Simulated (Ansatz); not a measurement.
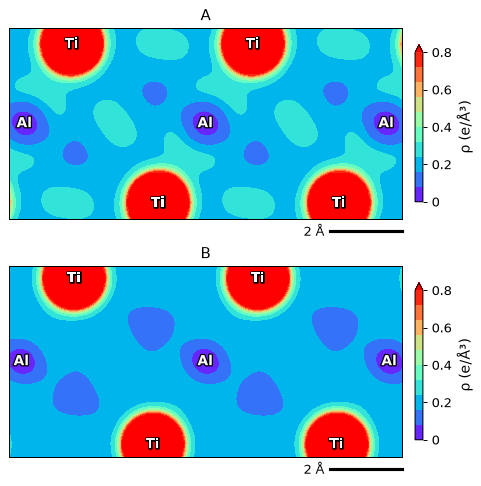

TiAl$_{3}$. The valence pseudo-density of two cells that differ in size and shape, on the (11̄0) plane of each (indices in the axes of the calculation cell), at one length scale and on one colour scale; one has 14.2 and the other 15.8 Å³ an atom.

Space group Immm; a point of a scan over the structure, not its minimum; a structure from a database of computed crystals, not necessarily the ambient phase; computed without spin polarisation; PAW files of the earlier set (soft_1).

Level of theory: DFT PBE, scalar-relativistic, plane waves, PAW (Ansatz 0.2.0).

The density is the valence pseudo-density of a PAW calculation; it isn't the true density close to the nuclei.

Question: Which is the denser cell? Describe the effect of the change.

Answer: Panel A is the smaller cell, by 10 % in volume. From the larger cell to the smaller, Ti–Al goes from 2.73 to 2.57 Å, and the density at its midpoint from 0.22 to 0.28 e/Å³; the pressure goes from 0.8 to 16 GPa.
